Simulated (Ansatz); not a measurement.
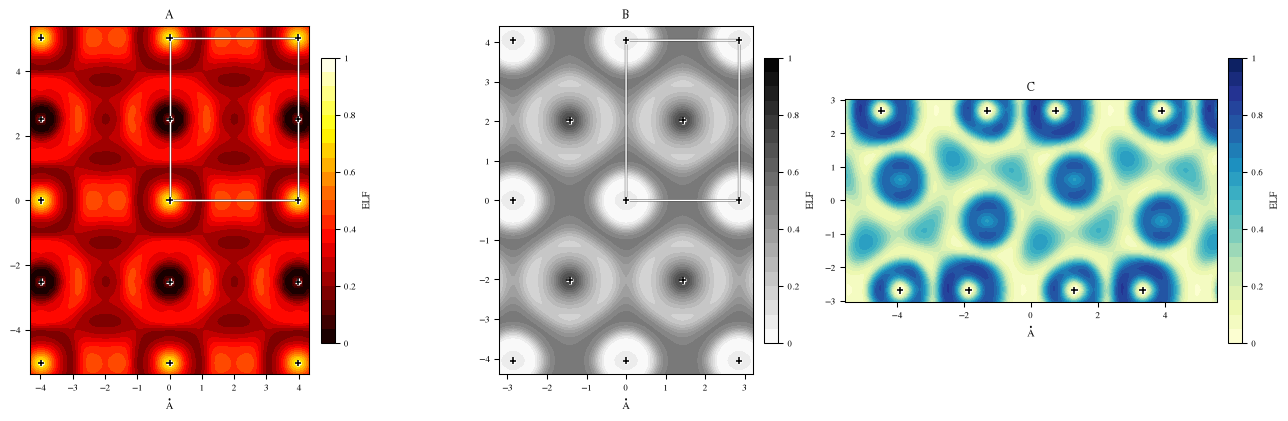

The electron localisation function of 3 systems, each on a plane through atoms (crosses mark nuclei in the plane).

Level of theory: DFT r2SCAN, scalar-relativistic, plane waves, PAW (Ansatz).

System 1: TaN, the (011) plane of the conventional cell. Space group P-62m.

```yaml
crystal:
  lattice:
    - [5.19963, 0.00000, 0.00000]
    - [-2.59981, 4.50301, 0.00000]
    - [0.00000, 0.00000, 2.91036]
  atoms:
    - { symbol: Ta, position: [0.33333, 0.66667, 0.50000] }
    - { symbol: Ta, position: [0.66667, 0.33333, 0.50000] }
    - { symbol: Ta, position: [0.00000, 0.00000, 0.00000] }
    - { symbol: N, position: [0.39241, 0.00000, 0.00000] }
    - { symbol: N, position: [0.60759, 0.60759, 0.00000] }
    - { symbol: N, position: [0.00000, 0.39241, 0.00000] }
```

System 2: Ni$_{2}$Ge, the (010) plane of the conventional cell. Space group P6₃/mmc; a structure from a database of computed crystals, not necessarily the ambient phase; computed without spin polarisation.

```cif
data_structure
_symmetry_space_group_name_H-M 'P 1'
_symmetry_Int_Tables_number 1
_cell_length_a 3.9781
_cell_length_b 3.9781
_cell_length_c 5.0374
_cell_angle_alpha 90.000
_cell_angle_beta 90.000
_cell_angle_gamma 120.000
_cell_volume 69.04
loop_
_atom_site_label
_atom_site_type_symbol
_atom_site_fract_x
_atom_site_fract_y
_atom_site_fract_z
_atom_site_occupancy
Ni1 Ni 0.66667 0.33333 0.25000 1
Ni2 Ni 0.33333 0.66667 0.75000 1
Ni3 Ni 0.00000 0.00000 0.00000 1
Ni4 Ni 0.00000 0.00000 0.50000 1
Ge1 Ge 0.66667 0.33333 0.75000 1
Ge2 Ge 0.33333 0.66667 0.25000 1
```

System 3: AlNi, the (011̄) plane of the standardised cell. Space group P4/mmm; a structure from a database of computed crystals, not necessarily the ambient phase; computed without spin polarisation.

```
Al Ni
1.0
     2.02239   -2.02217    0.00000
     2.02239    2.02217    0.00000
     0.00000    0.00000    2.87002
Al Ni
1 1
Direct
  0.00000 0.00000 0.00000
  0.50000 0.50000 0.50000
```

Question: Which map belongs to which system?

Answer: Panel A is system 2, Ni$_{2}$Ge: the plane holds Ni and Ge. Ni–Ge (2.52 Å): the ELF is about 0.35 at the midpoint. Panel B is system 3, AlNi: the plane holds Al and Ni. Al–Ni (2.48 Å): the ELF is about 0.40 at the midpoint. Panel C is system 1, TaN: the plane holds Ta and N. Ta–N (2.04 Å): the ELF peaks at about 0.85 in the valence shell of N, 0.6 Å from its nucleus, and is about 0.30 at the midpoint.
